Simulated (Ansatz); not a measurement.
# RuS (CsCl type): one cell, many starting occupations (series 2), part 1 of 2

Aim: start the open shells of RuS (CsCl type) from different occupation matrices at one fixed cell, and see in which states the SCF ends. Cell and atoms stay fixed. The cell was built by placing the elements on the sites of a structure type; the runs don't test whether it is the stable form.

Computed with Ansatz 0.2.0 (DFT r²SCAN+U (U_eff = 2.5 eV on Ru d, around-mean-field double counting), plane waves, PAW, unless a step's input says otherwise).

### 1 The system as given

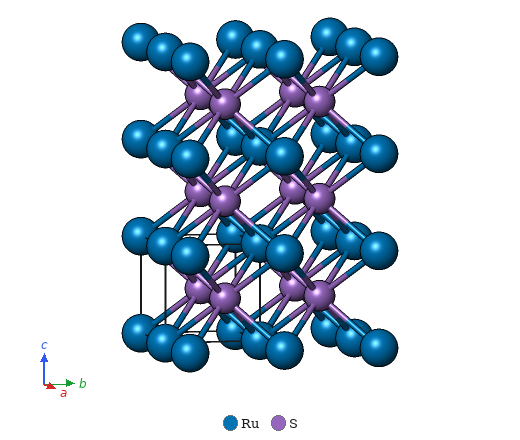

Start, viewed slightly off an axis; ruthenium blue, sulfur purple. 2×2×3 cells are drawn. Atoms on the faces are drawn again on the opposite ones.

Structure file:

```
CELL_PARAMETERS angstrom
3.03190 0.00000 0.00000
0.00000 3.03190 0.00000
0.00000 0.00000 3.03190
ATOMIC_POSITIONS crystal
Ru 0.00000 0.00000 0.00000
S 0.50000 0.50000 0.50000
```

Magnetic order typed: ferromagnetic.

The runs: random orbitals: single harmonics, second filling; random orbitals: fully mixed, first filling; random orbitals: single harmonics, first filling; random orbitals: fully mixed, one electron fewer; random orbitals: drawn by pairs, first filling.

An earlier series on this cell reached its lowest free state from «natural orbitals of the symmetric run, filled by rank», perhaps among other starts.

### 2 Random orbitals: single harmonics, second filling

Contents of input.yaml:

```yaml
crystal:
  lattice:
    - [3.03190283, 0.0, 0.0]
    - [0.0, 3.03190283, 0.0]
    - [0.0, 0.0, 3.03190283]
  atoms:
    - { symbol: Ru, position: [0.0, 0.0, 0.0], spin: 2.0 }
    - { symbol: S, position: [0.5, 0.5, 0.5] }
basis:
  ecutwfc: 500
  ecutrho_ratio: 4
kpoints:
  mp_grid: { grid: [6, 6, 6] }
hamiltonian:
  xc: r2scan
  hubbard:
    sites:
      - { site: 0, l: d, u_eff: 2.5, starting_ns: [{ spin: up, occupation_matrix: s0up }, { spin: down, occupation_matrix: s0down }] }
    double_counting: amf
    occupation_matrices:
      s0up:
        matrix:
          - [0.97, 0.0, 0.0, 0.0, 0.0]
          - [0.0, 0.97, 0.0, 0.0, 0.0]
          - [0.0, 0.0, 0.02, 0.0, 0.0]
          - [0.0, 0.0, 0.0, 0.97, 0.0]
          - [0.0, 0.0, 0.0, 0.0, 0.97]
      s0down:
        matrix:
          - [0.97, 0.0, 0.0, 0.0, 0.0]
          - [0.0, 0.02, 0.0, 0.0, 0.0]
          - [0.0, 0.0, 0.02, 0.0, 0.0]
          - [0.0, 0.0, 0.0, 0.02, 0.0]
          - [0.0, 0.0, 0.0, 0.0, 0.97]
    ns_hold: { iters: 12 }
scf:
  occupations: { method: gaussian, width: 0.05 }
  lower_state_search: "off"
  max_iter: 150
output:
  forces: true
  stress: true
  eigenvalues: true
  populations: true
  hubbard: { sites: [{ site: 0, l: d }] }
magnetization:
  spin_polarized: true
```

The typed matrices put 0.97 on the chosen orbitals and 0.02 on the others, and are held for 12 cycles.

The run is started by

```console
$ ansatz run input.yaml --threads 2 --pin off --max-ram 3072MiB --backend cpu --events-out ev --progress --plain --runs-dir out
```

The log of the run, cut to the lines that bear on the results:

```text
Warning: crystal.symmetry: narrowed to the stabiliser of the occupation matrices — unitary ops 48 → 8; lowered by the specified shell (site 0, l: d); largest admitted image defect 4.4e-16, smallest excluded 9.5e-1 — at a splitting's scale: the group the occupation matrices' own texture admits
Warning: RAYON_NUM_THREADS=2 ignored (pool sized by the plan → 2); use --threads N
Ru: projections on atomic orbitals take those of the free atom [Ar 3d10] 4s2 4p6 4d7 5s1, of charge +0.00 (hamiltonian.pseudopotentials.projection_atoms); the dataset's partial waves leave at most 8.1e-6 of an orbital's norm unspanned inside its sphere
S: projections on atomic orbitals take those of the free atom [Ne] 3s2 3p4, of charge +0.00 (hamiltonian.pseudopotentials.projection_atoms); the dataset's partial waves leave at most 1.6e-7 of an orbital's norm unspanned inside its sphere
[...]
Pseudopotentials: kind: paw
Pseudopotential: Ru, paw, valence charge 16, recommended cutoff 500 eV (meta_gga), Ru.paw.azcp
Pseudopotential: S, paw, valence charge 6, recommended cutoff 500 eV (meta_gga), S.paw.azcp
Functional definition: r2SCAN
[...]
Crystal: 2 atoms, lattice volume = 27.871 Å³
Basis set: ecut = 500 eV, 739 PW (Γ), exchange–correlation on 96×96×96 points (64 copies of the dense FFT grid, shifted against one another)
Bands: 16, of which v1, the nominal top of the filled ones, is band 11 counted from 1 (10 counted from 0)
Symmetry: 8 space group operations
k-points: 64 of 216
[...]
Starting moments: Σ|m| = 2 μB on 1 of 2 sites
[...]
WARN: hamiltonian.hubbard: on 2 of 2 specified blocks the occupation matrix of this SCF's result fails the test of the specified filling. At site 0 ↑ (sites count from 0 in the list of atoms of the cell that this SCF solves) the least filled combination of the orbitals specified full has [...]
  site 0 (l=d) ↑: largest change of an orbital's occupation 0.4928; electrons 3.9000 specified, 3.7269 found; spectral distance 0.6547
--- Forces (eV/Å), atoms counted from 1 ---
  atom   1  Ru     0.00000000     0.00000000     0.00000000
  atom   2  S      0.00000000     0.00000000     0.00000000
[...]
--- Stress (GPa, compression-positive) ---
       -8.393473       0.000000       0.000000
        0.000000      -4.927645       0.000000
        0.000000       0.000000      -6.248238
  P = ⅓ Tr σ = -6.5231 GPa (-65.231 kbar)
--- Band table (eV; the first three rows and the last of 128) ---
  k-point 0 ↑: bands = ["-57.5698", "-26.8125", "-26.7715", "-26.6794", "0.3436", "12.2465", "12.4740", "15.1299", "15.1391", "15.1714", "16.5437", "17.0959", "17.5310", "21.5122", "26.3742", "26.3946"]
[...]
Occupation matrices written to <dir>
--- Löwdin populations: 2 sites ---
  site symbol       q [e]    m [muB]
     0     Ru     15.7751     0.1757
     1      S      6.0520     0.0621
  spilling = 0.007862 (of n_electrons = 22.000000)
--- Occupation matrices: 1 shell (run DFT+U table (all-electron-ortho-atomic); ε = 4.02e-3) ---
  Ru0 d_4D: site group Oh (m-3m)
  Ru0 d_4D up     Tr n = 3.7269  λ = 0.513 0.614 0.735 0.917 0.949  [yz 1.00 (T2g 1.00) T2g(1.00) | xy 1.00 (T2g 1.00) T2g(1.00) | xz 1.00 (T2g 1.00) T2g(1.00) | x2-y2 0.69 (Eg 1.00) Eg(1.00) | z2 0.69 (Eg 1.00) Eg(1.00)]
  Ru0 d_4D dn     Tr n = 3.5344  λ = 0.660 0.664 0.676 0.748 0.787  [2× xz 0.50 (Eg 0.50) Eg(0.50) | x2-y2 0.70 (Eg 1.00) Eg(1.00) | xy 1.00 (T2g 1.00) T2g(1.00) | yz 1.00 (T2g 1.00) T2g(1.00)]
  specified occupation → Ru0 d_4D up: matrix, ‖Δ‖_F = 0.6547, Tr Δ = +0.1731, displaced = 0.5794, d_λ = 0.6547; orbital distance = 0.0000
  specified occupation → Ru0 d_4D dn: matrix, ‖Δ‖_F = 1.2506, Tr Δ = -1.5344, displaced = 1.2919, d_λ = 1.1561; orbital distance = 1.4142
  Tr n, λ and their labels are of the run-group-symmetrised matrices; stabiliser: 8 of 96 elements of G0×{1,Θ} (closed), max defect 8.9e-16 at τ = 8.5e-4
```

Wall time 59 s (2 threads of Arm Neoverse V1, shared host); peak memory 0.5 GiB.

End state: no gap, pressure -6.5 GPa, moments in spheres Ru 0.21 μB, largest force component 0.00 eV/Å, 8 symmetry operations imposed. The program reports that the typed filling wasn't kept.

How the shells are filled (orbitals counted by the eigenvalues of the occupation matrices):

```
         shell  channel  electrons  over 0.8  0.2 to 0.8  under 0.2
Ru 4d (atom 1)       up       3.73         2           3          0
Ru 4d (atom 1)     down       3.53         0           5          0
```

### 3 Random orbitals: fully mixed, first filling

input.yaml, as its differences from that of step 2:

```diff
@@ -6,3 +6,3 @@
   atoms:
-    - { symbol: Ru, position: [0.0, 0.0, 0.0], spin: 2.0 }
+    - { symbol: Ru, position: [0.0, 0.0, 0.0], spin: 4.0 }
     - { symbol: S, position: [0.5, 0.5, 0.5] }
@@ -24,3 +24,3 @@
           - [0.0, 0.97, 0.0, 0.0, 0.0]
-          - [0.0, 0.0, 0.02, 0.0, 0.0]
+          - [0.0, 0.0, 0.97, 0.0, 0.0]
           - [0.0, 0.0, 0.0, 0.97, 0.0]
@@ -29,8 +29,8 @@
         matrix:
-          - [0.97, 0.0, 0.0, 0.0, 0.0]
-          - [0.0, 0.02, 0.0, 0.0, 0.0]
-          - [0.0, 0.0, 0.02, 0.0, 0.0]
-          - [0.0, 0.0, 0.0, 0.02, 0.0]
-          - [0.0, 0.0, 0.0, 0.0, 0.97]
-    ns_hold: { iters: 12 }
+          - [0.60135, -0.15652, -0.40993, 0.10435, -0.10435]
+          - [-0.15652, 0.06214, 0.11037, -0.02809, 0.02809]
+          - [-0.40993, 0.11037, 0.30905, -0.07358, 0.07358]
+          - [0.10435, -0.02809, -0.07358, 0.03873, -0.01873]
+          - [-0.10435, 0.02809, 0.07358, -0.01873, 0.03873]
+    ns_hold: { iters: 5 }
 scf:
```

The typed matrices put 0.97 on the chosen orbitals and 0.02 on the others, and are held for 5 cycles.

The run is started by

```console
$ ansatz run input.yaml --threads 2 --pin off --max-ram 3072MiB --backend cpu --events-out ev --progress --plain --runs-dir out
```

The log of the run, cut to the lines that bear on the results:

```text
Warning: crystal.symmetry: narrowed to the stabiliser of the occupation matrices — unitary ops 48 → 2; lowered by the specified shell (site 0, l: d); largest admitted image defect 4.4e-16, smallest excluded 2.5e-1 — at a splitting's scale: the group the occupation matrices' own texture admits
Warning: RAYON_NUM_THREADS=2 ignored (pool sized by the plan → 2); use --threads N
Ru: projections on atomic orbitals take those of the free atom [Ar 3d10] 4s2 4p6 4d7 5s1, of charge +0.00 (hamiltonian.pseudopotentials.projection_atoms); the dataset's partial waves leave at most 8.1e-6 of an orbital's norm unspanned inside its sphere
S: projections on atomic orbitals take those of the free atom [Ne] 3s2 3p4, of charge +0.00 (hamiltonian.pseudopotentials.projection_atoms); the dataset's partial waves leave at most 1.6e-7 of an orbital's norm unspanned inside its sphere
[...]
[... 2 set-up lines as earlier in the session ...]
[...]
  k-point 0 ↑: bands = ["-57.5965", "-26.7872", "-26.7872", "-26.7871", "0.3293", "12.3124", "12.3125", "15.1272", "15.1272", "15.1272", "17.0421", "17.0421", "17.0421", "21.4983", "26.3666", "26.3666", "34.0838"]
[...]
Occupation matrices written to <dir>
--- Löwdin populations: 2 sites ---
  site symbol       q [e]    m [muB]
     0     Ru     15.7830     0.2876
     1      S      6.0395     0.0617
  spilling = 0.008068 (of n_electrons = 22.000000)
--- Occupation matrices: 1 shell (run DFT+U table (all-electron-ortho-atomic); ε = 3.34e-3) ---
  Ru0 d_4D: site group Oh (m-3m)
  Ru0 d_4D up     Tr n = 3.7866  λ = 0.632 0.632 0.632 0.945 0.945  [3× xz 0.33 (T2g 1.00) T2g(1.00) | 2× z2 0.50 (Eg 1.00) Eg(1.00)]
  Ru0 d_4D dn     Tr n = 3.4821  λ = 0.627 0.627 0.742 0.742 0.742  [2× z2 0.50 (Eg 1.00) Eg(1.00) | 3× xz 0.33 (T2g 1.00) T2g(1.00)]
  specified occupation → Ru0 d_4D up: matrix, ‖Δ‖_F = 0.5861, Tr Δ = +1.0634, displaced = 0.5317, d_λ = 0.5861; orbital distance = 0.0000
  specified occupation → Ru0 d_4D dn: matrix, ‖Δ‖_F = 1.4041, Tr Δ = -2.4321, displaced = 1.5194, d_λ = 1.3541; orbital distance = 1.0430
  Tr n, λ and their labels are of the run-group-symmetrised matrices; stabiliser: 48 of 96 elements of G0×{1,Θ} (closed), max defect 2.9e-5 at τ = 7.1e-4
```

Wall time 99 s (2 threads of Arm Neoverse V1, shared host); peak memory 0.65 GiB.

Result: no gap, pressure -7.1 GPa, moments in spheres Ru 0.31 μB, largest force component 0.00 eV/Å, 2 symmetry operations imposed. The program reports that the typed filling wasn't kept.

How the shells are filled (orbitals counted by the eigenvalues of the occupation matrices):

```
         shell  channel  electrons  over 0.8  0.2 to 0.8  under 0.2
Ru 4d (atom 1)       up       3.79         2           3          0
Ru 4d (atom 1)     down       3.48         0           5          0
```

(Continued in part 2 of 2.)
